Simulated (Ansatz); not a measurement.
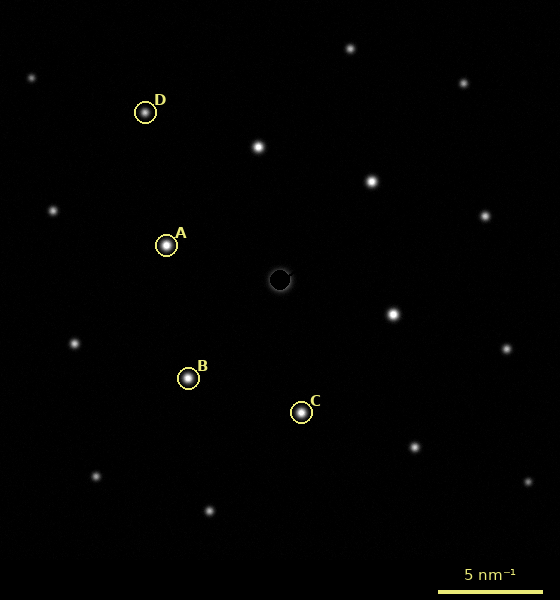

Computed electron diffraction pattern, 200 kV, single scattering only, B = 0.5 Å². The zone axis points towards the electron source and the pattern is seen from the source side.

The sample is Na, space group P6/mmm (No. 191), a = 6.06 Å, c = 3.58 Å (hexagonal axes). Structure: the geometry relaxed with DFT, r2SCAN, plane waves (500 eV) with PAW, scalar-relativistic (Ansatz 0.2.0); the starting structure was generated, so it need not be a known form of this composition.

Spot A is indexed 0 -3 0 and spot B 1 -2 -2.

**Give hkl for C, D.**

C = −A + B = 1 1 -2 (d = 1.541 Å). D = 2A − B = -1 -4 2 (d = 0.965 Å).

**Which zone axis is this?**

The cross product of A and B is parallel to [201]; every spot obeys hu + kv + lw = 0.

**What are the spacings of A and B and the angle between them?**

d(A) = 1.749 Å, d(B) = 1.541 Å, and the angle is 63.9°.
